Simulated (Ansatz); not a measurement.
**Single-point calculation, with input and output: Ir**

- system: Ir (Fm-3m, 1 atom in the cell)
- method: DFT, PBEsol, plane waves, PAW, Ueff = 3 eV on Ir d, no spin polarisation (Ansatz 0.2.0)

Figures and captions count atoms from 1; the log counts them from 0 in places.

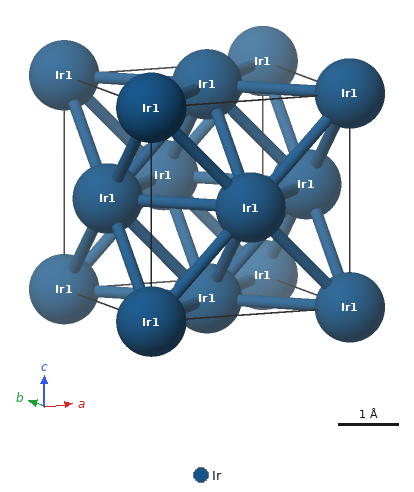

Figure 1. The structure (ball-and-stick view of the cell 4 times as large as that of the calculation, set on its symmetry axes, seen slightly off an axis; atoms are numbered from 1 in the order of the input). An atom can appear more than once, as a periodic image.

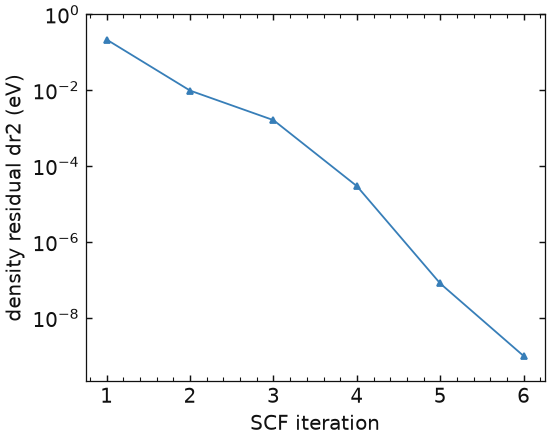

Figure 2. Convergence of the self-consistent field: density residual dr2 against the SCF iteration. The residual falls at every step.

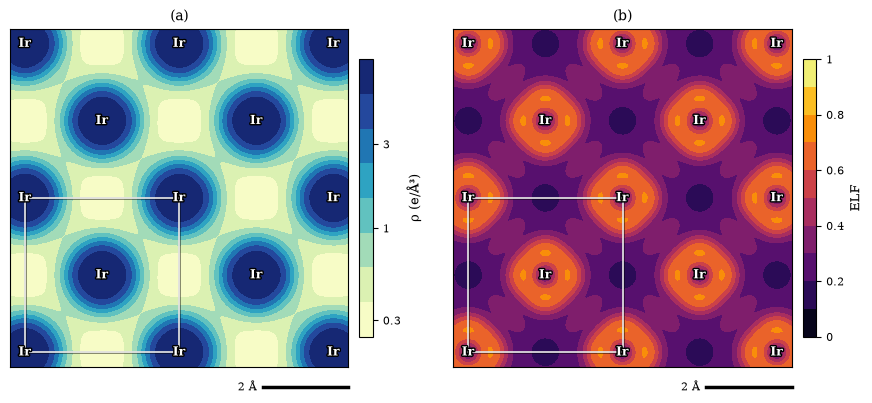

Figure 3. (a) valence electron density; (b) electron localisation function on the (100) plane of the conventional cell. The section cuts through Ir sites. Ir–Ir (2.56 Å): the density is about 0.6 e/Å³ at the midpoint; the ELF is about 0.35 at the midpoint (metallic bonding. Away from the nuclei the density in this plane falls to 0.24 e/Å³ at its lowest. The strong features right at Ir lie inside the PAW spheres (semicore, d or f shells) and say nothing about bonding. In a PAW calculation such maps are meaningful between the atoms, not at the nuclei.

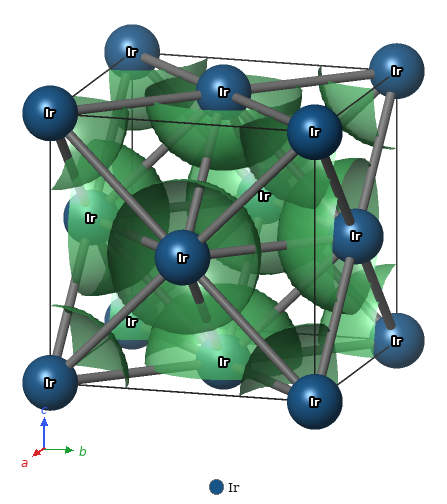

Figure 4. Isosurface of the valence electron density at 0.8 e/Å³ (green), seen slightly off an axis. Sticks mark near contacts. The outline is the cell set on symmetry axes. At this value the density breaks into separate islands; it holds about 80 % of the electrons treated as valence (semicore included). It is pinched off along the Ir–Ir (2.56 Å) contacts. On the grid the lowest density along these lines, outside the cores, is 0.6 e/Å³ (Ir–Ir, 2.56 Å).

These pictures come from the run below.

## Input
```yaml
crystal:
  lattice:
    - [0.0, 1.8076625852, 1.8076625852]
    - [1.8076625852, 0.0, 1.8076625852]
    - [1.8076625852, 1.8076625852, 0.0]
  atoms:
    - { symbol: Ir, position: [0.0, 0.0, 0.0] }
kpoints:
  mp_grid: { grid: [19, 19, 19] }
scf:
  occupations: { method: fermi_dirac, width: 0.1 }
hamiltonian:
  xc: pbesol
  pseudopotentials: { kind: paw }
  hubbard: { sites: [{ species: Ir, l: d, u_eff: 3.0 }], double_counting: amf }
output:
  forces: true
  stress: true
  eigenvalues: true
  populations: true
  write_density: true
  write_potential: true
  elf: true
  volumetric_format: npy
```

Command:
```bash
ansatz run input.yaml --threads 1 --pin off --max-ram 2048MiB --backend cpu --events-out ev --progress --plain --runs-dir out
```

## The program's output
```
Ir: projections on atomic orbitals take those of the free atom [Kr 4d10 4f14] 5s2 5p6 5d7 6s2, of charge +0.00 (hamiltonian.pseudopotentials.projection_atoms); the dataset's partial waves leave at most 8.4e-5 of an orbital's norm unspanned inside its sphere
Engine: ansatz 0.2.0, aarch64-unknown-linux-gnu
Pseudopotentials: kind: paw
Pseudopotential: Ir, paw, valence charge 17, recommended cutoff 420 eV (normal), Ir.paw.azcp
Functional definition: PBEsol
  exchange = pbesol_x
  correlation = pbesol_c
Crystal: 1 atoms, lattice volume = 11.814 Å³
Basis set: ecut = 420 eV, 259 PW (Γ), exchange–correlation on 36×36×36 points (8 copies of the dense FFT grid, shifted against one another)
Bands: 13, of which v1, the nominal top of the filled ones, is band 9 counted from 1 (8 counted from 0)
Symmetry: 48 space group operations
Space group: Fm-3m (ITA 225), of the structure as read, at distance tolerance 2.3e-5 Å
k-points: 220 of 6859
Non-local potential: Ir, projectors of the file, l = 0: 3, l = 1: 2, l = 2: 2, l = 3: 1
PAW form: soft (Blöchl's): semilocal exchange-correlation on the pseudo side does not see the compensation charge
PAW frozen core: Ir, regenerated for the run's functional, and the local potential with it (the file was generated under x = pbe(κ = 0.804, μ = 0.2195149727645171), c = pbe(β = 0.06672455060314922))
PAW one-centre angular grid: Ir, 590 points (default); XC on 64 Gauss nodes
Initial density: superposition of atomic densities (chi_scale 0.1, normalization cell)
Initial wavefunctions: pseudopotential atomic-orbital guess
Functional: x = pbesol(κ = 0.804, μ = 0.12345679012345678), c = pbesol(β = 0.046)
iter 1 solved again at ethr=1.26e-3 eV; its pass at ethr=3.10e-3 eV (dr2=2.14e-1 eV) is discarded
SCF iter   1: F=—  HF=-11798.524137 eV  |F-HF|=—  |Δ(HF+E_count)|=         —  Δρ=5.46e-2  dr2=2.16e-1  ethr=1.26e-3  ⟨swp⟩=1.0  Hψ=18559  notcnv=0
preconditioner: auto → none  [metal: Δε(μ)=0.010 eV  Ē_g=16.529 eV  σ=0.100 eV  W_gap=0.03  n_scr=0 (ndim 8)  ℏωp=32.4 eV  f_vac=0.000  D(μ)=0.85/eV (n_scr^D=14)]
SCF iter   2: F=—  HF=-11798.457192 eV  |F-HF|=—  |Δ(HF+E_count)|=   6.69e-2  Δρ=2.09e-2  dr2=9.79e-3  ethr=1.26e-3  ⟨swp⟩=2.1  Hψ=4779  notcnv=0
SCF iter   3: F=—  HF=-11798.462006 eV  |F-HF|=—  |Δ(HF+E_count)|=   4.81e-3  Δρ=7.58e-3  dr2=1.63e-3  ethr=5.76e-5  ⟨swp⟩=1.0  Hψ=3812  notcnv=0
SCF iter   4: F=—  HF=-11798.463334 eV  |F-HF|=—  |Δ(HF+E_count)|=   1.33e-3  Δρ=1.11e-3  dr2=2.98e-5  ethr=9.59e-6  ⟨swp⟩=1.9  Hψ=3977  notcnv=0
SCF iter   5: F=—  HF=-11798.463390 eV  |F-HF|=—  |Δ(HF+E_count)|=   5.61e-5  Δρ=5.04e-5  dr2=8.10e-8  ethr=5.88e-10  ⟨swp⟩=7.6  Hψ=20517  notcnv=0
SCF iter   6: F=-11798.463390 eV  HF=-11798.463390 eV  |F-HF|=3.38e-10  |Δ(HF+E_count)|=   1.55e-8  Δρ=4.38e-6  dr2=9.96e-10  ethr=4.77e-10  ⟨swp⟩=5.7  Hψ=14503  notcnv=0
SCF 1 converged in 6 iterations: F = -11798.463390 eV  dr2 = 9.96e-10
  greatest PAW one-centre occupation: 1.000 electrons in one spin orbital (limit 2), on the Ir atom at site 0 (counted from 0), in its partial waves of l = 0
SCF converged after 6 iterations
Free energy (F): -11798.463390 eV
Harris-Foulkes:  -11798.463390 eV  (|F-HF|=3.38e-10)
Internal energy: -11798.436958 eV  (E = F + TS)
E sigma→0 (E₀):  -11798.450174 eV
Entropy (-TS):   -0.026432 eV (-26.432 meV/atom)
Fermi energy:    31.992768 eV
--- Per-component energies (eV) ---
  E_band       = 7.216509
  E_kinetic    = 633.931845
  E_local      = -858.330129  (includes V_loc(G=0)·N_el)
  E_nonlocal   = 77.024328
  E_hartree    = 347.702914
  E_xc         = -270.276356
  E_vxc        = -304.681781  (∫ρ·V_xc dr)
  E_hubbard    = -0.038460  (on-site DFT+U / exact-exchange correction)
  E_vhub       = -0.076913  (the Hubbard potential's part of the band-sum identity)
  E_paw        = -9089.964562  (= ΣΔE_a)
  E_vpaw       = -236.057738  (= ΣTr[D̂ρ^β])
  E_aug_tail   = 0.000069  (compensation charges beyond the density's cutoff)
  E_ewald      = -2638.751891
  E_core_change = 0.265285  (= ΣΔE_core)
  E_smearing   = -0.026432  (= −TS)
  E_closure    = 0.000000  (closes the sum)
  Σ components = -11798.463390   (vs F -11798.463390, Δ=0.00e0)
DFT+U double counting: amf (around mean field; hamiltonian.hubbard.double_counting)
--- Forces (eV/Å), atoms counted from 1 ---
  atom   1  Ir     0.00000000     0.00000000    -0.00000000
  max |Σ_I F_I| component: 7.81e-32 eV/Å
--- Stress (GPa, compression-positive) ---
      103.847279      -0.000000      -0.000000
        0.000000     103.847279      -0.000000
       -0.000000       0.000000     103.847279
  P = ⅓ Tr σ = 103.8473 GPa (1038.473 kbar)
--- Band table (eV; the first three rows and the last of 220) ---
  k-point 0: bands = ["-61.4748", "-17.6786", "-17.6786", "-17.6786", "18.8440", "27.0190", "27.0190", "27.0190", "30.3167", "30.3167", "44.8571", "51.4389", "51.4389"]
  k-point 1: bands = ["-61.4706", "-17.7216", "-17.6841", "-17.6841", "18.9971", "26.9267", "27.0881", "27.0881", "30.2628", "30.2628", "45.1388", "50.8032", "51.7050"]
  k-point 2: bands = ["-61.4587", "-17.8449", "-17.7002", "-17.7002", "19.4383", "26.6905", "27.2698", "27.2698", "30.1409", "30.1409", "45.9162", "49.5109", "52.4826"]
  k-point 219: bands = ["-61.2722", "-18.6858", "-18.6293", "-18.2309", "23.6665", "25.5007", "26.1849", "29.4411", "34.1291", "41.2451", "42.2903", "43.2881", "47.6273"]
Occupation matrices written to [file]
--- Löwdin populations: 1 site ---
  site symbol       q [e]
     0     Ir     16.8081
  spilling = 0.011289 (of n_electrons = 17.000000)
```

## File populations.tsv
```
# site	symbol	l	j	q
# orbitals = lowdin
# n_electrons = 17.000000
# spilling = 0.011289
# projection_atom_Ir: [Kr 4d10 4f14] 5s2 5p6 5d7 6s2
0	Ir	0_5S	-	1.981799
0	Ir	0_6S	-	0.946942
0	Ir	1_5P	-	5.995280
0	Ir	2_5D	-	7.884060
```

## File rho_z.tsv
```
# z_ang	rho[e/angstrom^3]
# format = ansatz-planar-average/11
# lattice	0.000000000	1.807662585	1.807662585
# lattice	1.807662585	0.000000000	1.807662585
# lattice	1.807662585	1.807662585	0.000000000
# sites	1
# site	77	0.000000000	0.000000000	0.000000000
0.000000	2.512846e0
0.142023	2.452382e0
0.284047	2.264734e0
0.426070	1.952700e0
0.568094	1.560411e0
0.710117	1.168172e0
0.852140	8.517727e-1
0.994164	6.462303e-1
1.136187	5.422491e-1
1.278210	5.122106e-1
1.420234	5.422491e-1
1.562257	6.462303e-1
1.704281	8.517727e-1
1.846304	1.168172e0
1.988327	1.560411e0
2.130351	1.952700e0
2.272374	2.264734e0
2.414398	2.452382e0
```

## File v_z.tsv
```
# z_ang	v_es[eV]	v_tot[eV]
# format = ansatz-planar-average/11
# xc	pbesol
# density_cutoff_ev	1680
# datasets	Ir=:simpson_from_first_knot:soft:shift=-882491
# lattice	0.000000000	1.807662585	1.807662585
# lattice	1.807662585	0.000000000	1.807662585
# lattice	1.807662585	1.807662585	0.000000000
# sites	1
# site	77	0.000000000	0.000000000	0.000000000
0.000000	2.968745e0	-1.574456e1
0.142023	3.620624e0	-1.495220e1
0.284047	5.499481e0	-1.263842e1
0.426070	8.408717e0	-8.995159e0
0.568094	1.209008e1	-4.336022e0
0.710117	1.621985e1	8.896461e-1
0.852140	2.034741e1	6.058226e0
0.994164	2.387590e1	1.040928e1
1.136187	2.622275e1	1.326548e1
1.278210	2.704077e1	1.425360e1
1.420234	2.622275e1	1.326548e1
1.562257	2.387590e1	1.040928e1
1.704281	2.034741e1	6.058226e0
1.846304	1.621985e1	8.896461e-1
1.988327	1.209008e1	-4.336022e0
2.130351	8.408717e0	-8.995159e0
2.272374	5.499481e0	-1.263842e1
2.414398	3.620624e0	-1.495220e1
```

## Results in brief

```csv
quantity,value
outcome,converged
space group (tolerance 0.01 Å),Fm-3m (225)
electrons treated,17
free energy,−11798.4634 eV
Fermi energy,31.993 eV
pressure,103.85 GPa
largest force (length of the vector),under 0.001 eV/Å
hardware,"1 thread of Arm Neoverse V1, 24 GiB of memory available, shared host"
wall time,6.1 s
peak memory,0.3 GiB
```

## Notes

Settings chosen away from the usual ones: hamiltonian.hubbard = {"sites": [{"species": "Ir", "l": "d", "u_eff": 3.0}], "double_counting": "amf"}. Spin–orbit coupling is left out, which matters for Ir. The cell is under a pressure of 104 GPa at this level, so it is not at its equilibrium volume.
